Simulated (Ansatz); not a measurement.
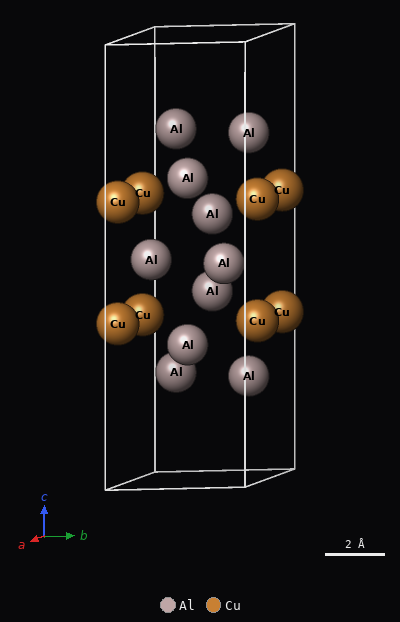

**Figure 1.** The input geometry (spheres-only view of the cell of the calculation, with the vacuum cut short, seen slightly off an axis). An atom can appear more than once, as a periodic image.

**Geometry relaxation, with input and output: Al5Cu2 (part 1 of 2)**

Al5Cu2 (slab, 14 atoms in the cell), computed with DFT PBE+D3(BJ), scalar-relativistic, plane waves, PAW, no spin polarisation (Ansatz 0.2.0).

The structure derives from an entry of the Crystallography Open Database. The input holds or restrains some coordinates. Forces given for the steps count only the free coordinates. It belongs to a series of runs on one base structure; here: clean slab, lower half held.

## Input
```yaml
crystal:
  lattice:
    - [4.810382729, 0.0, 0.0]
    - [-2.4051913645, 4.2174816829, 0.0]
    - [0.0, 0.0, 25.4349633657]
  atoms:
    - { symbol: Al, position: [0.4082048453, 0.8164096906, 0.3341856592] }
    - { symbol: Al, position: [0.0917951547, 0.1835903094, 0.3341856592] }
    - { symbol: Al, position: [0.75, 0.5, 0.3866509235] }
    - { symbol: Cu, position: [0.75, 0.0, 0.4170928296] }
    - { symbol: Cu, position: [0.25, 0.0, 0.4170928296] }
    - { symbol: Al, position: [0.25, 0.5, 0.4475347357] }
    - { symbol: Al, position: [0.9082048453, 0.8164096906, 0.5] }
    - { symbol: Al, position: [0.5917951547, 0.1835903094, 0.5] }
    - { symbol: Al, position: [0.25, 0.5, 0.5524652643] }
    - { symbol: Cu, position: [0.25, 0.0, 0.5829071704] }
    - { symbol: Cu, position: [0.75, 0.0, 0.5829071704] }
    - { symbol: Al, position: [0.75, 0.5, 0.6133490765] }
    - { symbol: Al, position: [0.4082048453, 0.8164096906, 0.6658143408] }
    - { symbol: Al, position: [0.0917951547, 0.1835903094, 0.6658143408] }
basis:
  ecutwfc: 420
kpoints:
  mp_grid: { grid: [7, 7, 1] }
hamiltonian:
  xc: pbe
  dispersion: d3bj
scf:
  occupations: { method: gaussian, width: 0.1 }
output:
  forces: true
  eigenvalues: true
  write_density: true
  write_potential: true
  elf: true
  volumetric_format: npy
relax:
  adjacent_minimum: "off"
  f_tol: 0.03
  max_steps: 70
  constraints: [{ sites: [0, 1, 2, 3, 4, 5] }]
efield:
  axis: 3
  dipole_correction: true
  ramp_width: 0.04
```

Run on 4 threads of Arm Neoverse V2, 24 GiB of memory available, shared host.

Launch command:
```bash
ansatz run input.yaml --threads 4 --pin off --max-ram 10240MiB --backend cpu --events-out ev --progress --plain --runs-dir out
```

## Log
```
Engine: ansatz 0.2.0, aarch64-unknown-linux-gnu
Pseudopotentials: kind: paw
Pseudopotential: Al, paw, valence charge 3, recommended cutoff 420 eV (normal), Al.paw.azcp
Pseudopotential: Cu, paw, valence charge 19, recommended cutoff 420 eV (normal), Cu.paw.azcp
Functional definition: PBE
  parameter kappa = 0.804
  parameter beta = 0.06672455060314922
  exchange = pbe_x(kappa = kappa, mu = beta*pi^2/3)
  correlation = pbe_c(beta = beta)
Crystal: 14 atoms, lattice volume = 516.017 Å³
Basis set: ecut = 420 eV, 10023 PW (Γ), exchange–correlation on 72×72×360 points (8 copies of the dense FFT grid, shifted against one another)
Bands: 67, of which v1, the nominal top of the filled ones, is band 53 counted from 1 (52 counted from 0)
Symmetry: 4 space group operations
k-points: 16 of 49
Non-local potential: Al, projectors of the file, l = 0: 2, l = 1: 2, l = 2: 1
Non-local potential: Cu, projectors of the file, l = 0: 3, l = 1: 2, l = 2: 3, l = 3: 1
PAW form: soft (Blöchl's): semilocal exchange-correlation on the pseudo side does not see the compensation charge
PAW one-centre angular grid: Al, 110 points (default); XC on 64 Gauss nodes
PAW one-centre angular grid: Cu, 590 points (default); XC on 64 Gauss nodes
Initial density: superposition of atomic densities (neutral atoms: chi_scale 0, normalization atom), corrected by the library's trained network
Initial wavefunctions: pseudopotential atomic-orbital guess
Functional: x = pbe(κ = 0.804, μ = 0.2195149727645171), c = pbe(β = 0.06672455060314922)
SCF iter   1: F=—  HF=-31879.423489 eV  |F-HF|=—  |Δ(HF+E_count)|=         —  Δρ=2.43e-3  dr2=9.18e-2  ethr=1.77e-3  p=0.000 e·Å  D=3.13e-14 V/Å  ΔV_dip=-0.00 eV  dr2_dipole=3.46e-7  V_vac-E_F(+/−)=4.21/4.21 eV  ⟨swp⟩=9.4  Hψ=5194  notcnv=0  defer=12
efield: sawtooth ramp at fractional position 0.9800 (placed from the atoms, in the widest stretch of the axis that holds none; the zero of the levels goes with the place), width 0.0400; the density the first Hamiltonian is built on has a dipole p = 0.000 e·Å; the dipole correction subtracts the counter field D = 3.13e-14 V/Å, which shifts the + side's vacuum level by -0.00 eV against the − side's; the planar-averaged density in the ramp window peaks in size at 8.4e-6 e/Å³
preconditioner: auto → LDOS  [metal: Δε(μ)=0.025 eV  Ē_g=6.780 eV  σ=0.100 eV  W_gap=0.14  n_scr=82 (ndim 8)  ℏωp=14.1 eV  f_vac=0.522  D(μ)=6.30/eV (n_scr^D=12)  β→1.0]
SCF iter   2: F=—  HF=-31879.436988 eV  |F-HF|=—  |Δ(HF+E_count)|=   1.35e-2  Δρ=4.31e-3  dr2=5.95e-2  ethr=8.66e-5  p=-0.000 e·Å  D=-3.47e-5 V/Å  ΔV_dip=0.00 eV  dr2_dipole=3.03e-7  V_vac-E_F(+/−)=4.37/4.37 eV  ⟨swp⟩=2.1  Hψ=1943  notcnv=0  defer=76
SCF iter   3: F=—  HF=-31879.427998 eV  |F-HF|=—  |Δ(HF+E_count)|=   8.99e-3  Δρ=1.69e-3  dr2=9.91e-3  ethr=5.61e-5  p=-0.000 e·Å  D=-2.08e-5 V/Å  ΔV_dip=0.00 eV  dr2_dipole=1.12e-7  V_vac-E_F(+/−)=4.36/4.36 eV  ⟨swp⟩=2.0  Hψ=1607  notcnv=0  defer=76
SCF iter   4: F=—  HF=-31879.426196 eV  |F-HF|=—  |Δ(HF+E_count)|=   1.80e-3  Δρ=2.56e-4  dr2=5.12e-4  ethr=9.35e-6  p=-0.000 e·Å  D=-8.20e-6 V/Å  ΔV_dip=0.00 eV  dr2_dipole=1.47e-8  V_vac-E_F(+/−)=4.36/4.36 eV  ⟨swp⟩=2.2  Hψ=1606  notcnv=0  defer=76
SCF iter   5: F=—  HF=-31879.426163 eV  |F-HF|=—  |Δ(HF+E_count)|=   3.37e-5  Δρ=5.83e-5  dr2=9.00e-5  ethr=4.83e-7  p=-0.000 e·Å  D=-2.66e-6 V/Å  ΔV_dip=0.00 eV  dr2_dipole=5.77e-10  V_vac-E_F(+/−)=4.36/4.36 eV  ⟨swp⟩=2.5  Hψ=1999  notcnv=0  defer=76
SCF iter   6: F=-31879.426153 eV  HF=-31879.426170 eV  |F-HF|=1.71e-5  |Δ(HF+E_count)|=   7.20e-6  Δρ=5.63e-5  dr2=1.82e-5  ethr=2.12e-8  p=-0.000 e·Å  D=-6.33e-7 V/Å  ΔV_dip=0.00 eV  dr2_dipole=2.96e-11  V_vac-E_F(+/−)=4.36/4.36 eV  ⟨swp⟩=23.7  Hψ=12121  notcnv=0
SCF 1 converged in 6 iterations: F = -31879.426153 eV  dr2 = 1.82e-5
  greatest PAW one-centre occupation: 1.000 electrons in one spin orbital (limit 2), on the Cu atom at site 10 (counted from 0), in its partial waves of l = 0
relax step   1: F+E_penalty+E_count = -31879.42615275 eV  Δ(F+E_penalty+E_count) = +0.000e0 eV  max|allowed force component| = 2.267e-1 eV/Å  Δτ_max = 0.0000 Å  (6 SCF iters, dr2 threshold 2.25e-5 eV, accepted)
Initial density: handed on by an earlier stage of this run
Initial wavefunctions: those handed on with the density
iter 1 solved again at ethr=2.62e-5 eV; its pass at ethr=3.10e-3 eV (dr2=2.77e-2 eV) is discarded
SCF iter   1: F=—  HF=-31879.455930 eV  |F-HF|=—  |Δ(HF+E_count)|=         —  Δρ=1.40e-3  dr2=2.87e-2  ethr=2.62e-5  p=-0.000 e·Å  D=-3.87e-7 V/Å  ΔV_dip=0.00 eV  dr2_dipole=2.55e-3  V_vac-E_F(+/−)=4.35/4.35 eV  ⟨swp⟩=2.0  Hψ=3426  notcnv=0  defer=99
efield: sawtooth ramp at fractional position 0.9800 (handed on by an earlier solve), width 0.0400; the density the first Hamiltonian is built on has a dipole p = -0.000 e·Å; the dipole correction subtracts the counter field D = -3.87e-7 V/Å, which shifts the + side's vacuum level by +0.00 eV against the − side's; the planar-averaged density in the ramp window peaks in size at 5.0e-6 e/Å³
preconditioner: auto → LDOS  [metal: Δε(μ)=0.024 eV  Ē_g=6.737 eV  σ=0.100 eV  W_gap=0.14  n_scr=82 (ndim 8)  ℏωp=14.1 eV  f_vac=0.518  D(μ)=6.50/eV (n_scr^D=18)  β→1.0]
SCF iter   2: F=—  HF=-31879.452151 eV  |F-HF|=—  |Δ(HF+E_count)|=   3.78e-3  Δρ=1.03e-3  dr2=6.85e-3  ethr=2.62e-5  p=-0.001 e·Å  D=-3.29e-4 V/Å  ΔV_dip=0.01 eV  dr2_dipole=4.46e-4  V_vac-E_F(+/−)=4.37/4.36 eV  ⟨swp⟩=2.1  Hψ=1592  notcnv=0  defer=99
SCF iter   3: F=—  HF=-31879.452526 eV  |F-HF|=—  |Δ(HF+E_count)|=   3.75e-4  Δρ=1.39e-3  dr2=6.17e-3  ethr=6.46e-6  p=0.000 e·Å  D=1.72e-4 V/Å  ΔV_dip=-0.00 eV  dr2_dipole=1.12e-4  V_vac-E_F(+/−)=4.36/4.36 eV  ⟨swp⟩=2.0  Hψ=1820  notcnv=0  defer=99
SCF iter   4: F=—  HF=-31879.451381 eV  |F-HF|=—  |Δ(HF+E_count)|=   1.15e-3  Δρ=1.53e-4  dr2=2.77e-4  ethr=5.82e-6  p=0.000 e·Å  D=1.69e-4 V/Å  ΔV_dip=-0.00 eV  dr2_dipole=1.06e-5  V_vac-E_F(+/−)=4.36/4.36 eV  ⟨swp⟩=2.0  Hψ=1344  notcnv=0  defer=99
SCF iter   5: F=—  HF=-31879.451325 eV  |F-HF|=—  |Δ(HF+E_count)|=   5.55e-5  Δρ=5.63e-5  dr2=4.04e-5  ethr=2.61e-7  p=0.000 e·Å  D=1.03e-4 V/Å  ΔV_dip=-0.00 eV  dr2_dipole=6.27e-6  V_vac-E_F(+/−)=4.36/4.36 eV  ⟨swp⟩=2.1  Hψ=1595  notcnv=0  defer=99
iter 6 did not close the SCF: its close was put off until two iterations running show no level that it waits for move by more than its bar (scf_convergence_deferred on its scf_iter line)
SCF iter   6: F=-31879.451322 eV  HF=-31879.451324 eV  |F-HF|=1.63e-6  |Δ(HF+E_count)|=   1.32e-6  Δρ=1.67e-5  dr2=2.17e-6  ethr=3.03e-9  p=0.000 e·Å  D=1.02e-4 V/Å  ΔV_dip=-0.00 eV  dr2_dipole=3.53e-7  V_vac-E_F(+/−)=4.36/4.36 eV  ⟨swp⟩=22.1  Hψ=11279  notcnv=0
SCF iter   7: F=-31879.451323 eV  HF=-31879.451324 eV  |F-HF|=1.41e-6  |Δ(HF+E_count)|=   4.20e-7  Δρ=1.85e-5  dr2=1.29e-6  ethr=2.05e-9  p=0.000 e·Å  D=1.05e-4 V/Å  ΔV_dip=-0.00 eV  dr2_dipole=7.96e-8  V_vac-E_F(+/−)=4.36/4.36 eV  ⟨swp⟩=11.2  Hψ=9019  notcnv=0
SCF 2 converged in 7 iterations: F = -31879.451323 eV  dr2 = 1.29e-6
relax step   2: F+E_penalty+E_count = -31879.45132283 eV  Δ(F+E_penalty+E_count) = -2.517e-2 eV  max|allowed force component| = 1.760e-1 eV/Å  Δτ_max = 0.0598 Å  (7 SCF iters, dr2 threshold 3.21e-6 eV, accepted)
SCF iter   1: F=—  HF=-31879.463878 eV  |F-HF|=—  |Δ(HF+E_count)|=         —  Δρ=8.20e-4  dr2=1.07e-2  ethr=2.02e-4  p=0.000 e·Å  D=1.05e-4 V/Å  ΔV_dip=-0.00 eV  dr2_dipole=2.38e-5  V_vac-E_F(+/−)=4.35/4.35 eV  ⟨swp⟩=3.1  Hψ=2172  notcnv=0  defer=98
efield: sawtooth ramp at fractional position 0.9800 (handed on by an earlier solve), width 0.0400; the density the first Hamiltonian is built on has a dipole p = 0.000 e·Å; the dipole correction subtracts the counter field D = 1.05e-4 V/Å, which shifts the + side's vacuum level by -0.00 eV against the − side's; the planar-averaged density in the ramp window peaks in size at 5.3e-6 e/Å³
preconditioner: auto → LDOS  [metal: Δε(μ)=0.020 eV  Ē_g=6.710 eV  σ=0.100 eV  W_gap=0.11  n_scr=82 (ndim 8)  ℏωp=14.1 eV  f_vac=0.517  D(μ)=6.37/eV (n_scr^D=14)  β→1.0]
SCF iter   2: F=—  HF=-31879.463013 eV  |F-HF|=—  |Δ(HF+E_count)|=   8.65e-4  Δρ=1.24e-3  dr2=6.03e-3  ethr=1.01e-5  p=0.002 e·Å  D=6.84e-4 V/Å  ΔV_dip=-0.02 eV  dr2_dipole=2.98e-4  V_vac-E_F(+/−)=4.35/4.37 eV  ⟨swp⟩=2.3  Hψ=2037  notcnv=0  defer=98
SCF iter   3: F=—  HF=-31879.462804 eV  |F-HF|=—  |Δ(HF+E_count)|=   2.09e-4  Δρ=1.12e-3  dr2=4.26e-3  ethr=5.69e-6  p=0.003 e·Å  D=8.97e-4 V/Å  ΔV_dip=-0.02 eV  dr2_dipole=1.99e-4  V_vac-E_F(+/−)=4.34/4.36 eV  ⟨swp⟩=2.0  Hψ=1711  notcnv=0  defer=98
SCF iter   4: F=—  HF=-31879.462131 eV  |F-HF|=—  |Δ(HF+E_count)|=   6.73e-4  Δρ=3.14e-4  dr2=4.33e-4  ethr=4.01e-6  p=0.003 e·Å  D=9.92e-4 V/Å  ΔV_dip=-0.03 eV  dr2_dipole=5.27e-5  V_vac-E_F(+/−)=4.34/4.36 eV  ⟨swp⟩=2.0  Hψ=1309  notcnv=0  defer=98
SCF iter   5: F=—  HF=-31879.462064 eV  |F-HF|=—  |Δ(HF+E_count)|=   6.72e-5  Δρ=1.33e-4  dr2=7.85e-5  ethr=4.09e-7  p=0.003 e·Å  D=1.01e-3 V/Å  ΔV_dip=-0.03 eV  dr2_dipole=8.87e-6  V_vac-E_F(+/−)=4.34/4.36 eV  ⟨swp⟩=2.0  Hψ=1423  notcnv=0  defer=98
SCF iter   6: F=—  HF=-31879.462056 eV  |F-HF|=—  |Δ(HF+E_count)|=   8.03e-6  Δρ=2.16e-5  dr2=1.97e-6  ethr=7.41e-8  p=0.003 e·Å  D=1.05e-3 V/Å  ΔV_dip=-0.03 eV  dr2_dipole=1.85e-7  V_vac-E_F(+/−)=4.34/4.36 eV  ⟨swp⟩=2.1  Hψ=1555  notcnv=0  defer=98
SCF iter   7: F=-31879.462055 eV  HF=-31879.462056 eV  |F-HF|=4.78e-7  |Δ(HF+E_count)|=   5.30e-8  Δρ=1.23e-5  dr2=5.97e-7  ethr=1.83e-9  p=0.003 e·Å  D=1.06e-3 V/Å  ΔV_dip=-0.03 eV  dr2_dipole=3.42e-8  V_vac-E_F(+/−)=4.34/4.36 eV  ⟨swp⟩=22.4  Hψ=11320  notcnv=0
SCF 3 converged in 7 iterations: F = -31879.462055 eV  dr2 = 5.97e-7
  greatest PAW one-centre occupation: 1.000 electrons in one spin orbital (limit 2), on the Cu atom at site 9 (counted from 0), in its partial waves of l = 0
relax step   3: F+E_penalty+E_count = -31879.46205524 eV  Δ(F+E_penalty+E_count) = -1.073e-2 eV  max|allowed force component| = 3.364e-2 eV/Å  Δτ_max = 0.0715 Å  (7 SCF iters, dr2 threshold 1.94e-6 eV, accepted)
SCF iter   1: F=—  HF=-31879.462891 eV  |F-HF|=—  |Δ(HF+E_count)|=         —  Δρ=3.95e-4  dr2=6.49e-4  ethr=5.83e-6  p=0.003 e·Å  D=1.06e-3 V/Å  ΔV_dip=-0.03 eV  dr2_dipole=4.24e-7  V_vac-E_F(+/−)=4.34/4.36 eV  ⟨swp⟩=2.8  Hψ=2137  notcnv=0  defer=93
efield: sawtooth ramp at fractional position 0.9800 (handed on by an earlier solve), width 0.0400; the density the first Hamiltonian is built on has a dipole p = 0.003 e·Å; the dipole correction subtracts the counter field D = 1.06e-3 V/Å, which shifts the + side's vacuum level by -0.03 eV against the − side's; the planar-averaged density in the ramp window peaks in size at 5.5e-6 e/Å³
preconditioner: auto → LDOS  [metal: Δε(μ)=0.021 eV  Ē_g=6.710 eV  σ=0.100 eV  W_gap=0.12  n_scr=82 (ndim 8)  ℏωp=14.1 eV  f_vac=0.517  D(μ)=6.48/eV (n_scr^D=18)  β→1.0]
SCF iter   2: F=—  HF=-31879.462682 eV  |F-HF|=—  |Δ(HF+E_count)|=   2.09e-4  Δρ=1.69e-4  dr2=3.43e-4  ethr=6.12e-7  p=0.003 e·Å  D=1.21e-3 V/Å  ΔV_dip=-0.03 eV  dr2_dipole=1.24e-5  V_vac-E_F(+/−)=4.33/4.36 eV  ⟨swp⟩=3.1  Hψ=2307  notcnv=0  defer=93
SCF iter   3: F=—  HF=-31879.462626 eV  |F-HF|=—  |Δ(HF+E_count)|=   5.59e-5  Δρ=9.56e-5  dr2=3.29e-5  ethr=3.24e-7  p=0.003 e·Å  D=1.12e-3 V/Å  ΔV_dip=-0.03 eV  dr2_dipole=8.58e-11  V_vac-E_F(+/−)=4.33/4.36 eV  ⟨swp⟩=2.0  Hψ=1566  notcnv=0  defer=93
SCF iter   4: F=—  HF=-31879.462616 eV  |F-HF|=—  |Δ(HF+E_count)|=   1.01e-5  Δρ=9.44e-5  dr2=2.82e-5  ethr=3.10e-8  p=0.003 e·Å  D=1.13e-3 V/Å  ΔV_dip=-0.03 eV  dr2_dipole=7.42e-9  V_vac-E_F(+/−)=4.33/4.36 eV  ⟨swp⟩=2.5  Hψ=1801  notcnv=0  defer=93
SCF iter   5: F=—  HF=-31879.462612 eV  |F-HF|=—  |Δ(HF+E_count)|=   3.43e-6  Δρ=4.25e-5  dr2=5.76e-6  ethr=2.66e-8  p=0.003 e·Å  D=1.14e-3 V/Å  ΔV_dip=-0.03 eV  dr2_dipole=1.98e-8  V_vac-E_F(+/−)=4.33/4.36 eV  ⟨swp⟩=2.1  Hψ=1240  notcnv=0  defer=93
SCF iter   6: F=—  HF=-31879.462612 eV  |F-HF|=—  |Δ(HF+E_count)|=   4.50e-7  Δρ=1.18e-5  dr2=4.76e-7  ethr=5.44e-9  p=0.003 e·Å  D=1.14e-3 V/Å  ΔV_dip=-0.03 eV  dr2_dipole=1.88e-9  V_vac-E_F(+/−)=4.33/4.36 eV  ⟨swp⟩=2.1  Hψ=1461  notcnv=0  defer=93
SCF iter   7: F=-31879.462612 eV  HF=-31879.462612 eV  |F-HF|=1.34e-8  |Δ(HF+E_count)|=   1.71e-8  Δρ=3.02e-6  dr2=3.66e-8  ethr=9.43e-11  p=0.003 e·Å  D=1.14e-3 V/Å  ΔV_dip=-0.03 eV  dr2_dipole=2.19e-9  V_vac-E_F(+/−)=4.33/4.36 eV  ⟨swp⟩=18.2  Hψ=9696  notcnv=0
SCF 4 converged in 7 iterations: F = -31879.462612 eV  dr2 = 3.66e-8
relax step   4: F+E_penalty+E_count = -31879.46261169 eV  Δ(F+E_penalty+E_count) = -5.565e-4 eV  max|allowed force component| = 9.691e-3 eV/Å  Δτ_max = 0.0166 Å  (7 SCF iters, accepted)
```

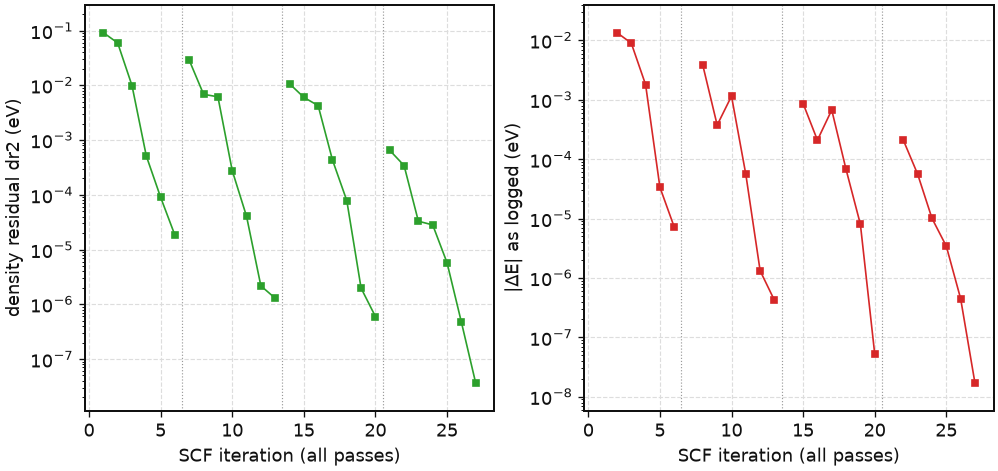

**Figure 2.** Convergence of the self-consistent field: density residual dr2 and size of the energy change against the SCF iteration. The dotted lines part the SCF passes of the relaxation: geometry steps, rejected trials and re-solves on a re-selected basis. The passes take 6, 7, 7 and 7 iterations.

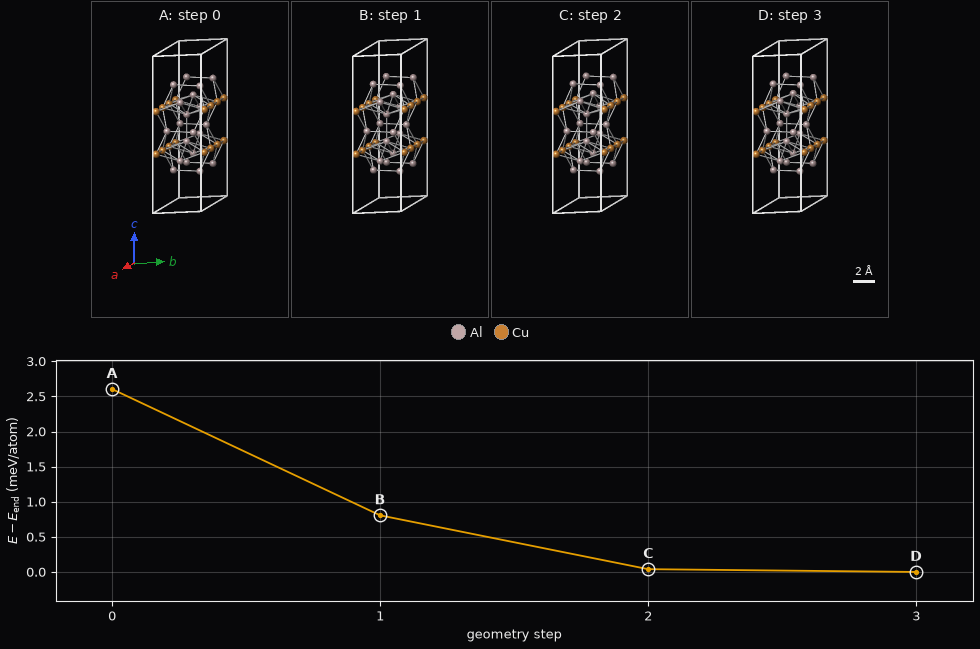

**Figure 3.** Frames of the restrained relaxation (ball-and-stick view of the 2 × 1 repeat of the cell, with the vacuum cut short, seen slightly off an axis) above the curves, on which the letters mark them (the first geometry is step 0 here and step 1 in the log).

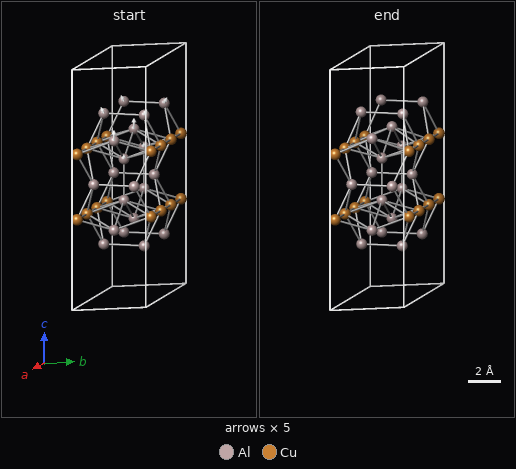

**Figure 4.** Before (left) and after (right) the restrained relaxation, at one scale (ball-and-stick view of the 2 × 1 repeat of the cell, with the vacuum cut short, seen slightly off an axis). The white arrows give the displacements, magnified 5 times. Al12 moves most: 0.15 Å. By element the largest moves are Al 0.15 Å, Cu 0.01 Å. The cell doesn't change. Among the contacts that change: Al13–Al14 2.669 → 2.748 Å, Al6–Al9 2.669 → 2.728 Å, Cu10–Al13 2.548 → 2.599 Å, Al9–Al12 2.861 → 2.909 Å. Among the angles that change: Cu10–Al12–Cu10 144.6° → 138.7°, Cu10–Al12–Cu11 111.7° → 108.7°, Al9–Al12–Al9 114.4° → 111.6°. After 3 geometry steps the energy has fallen by 2.6 meV per atom. Largest force component: 0.23 eV/Å at the start, 0.0097 eV/Å at the end. (Atoms are counted from 1 in the order of the input.)
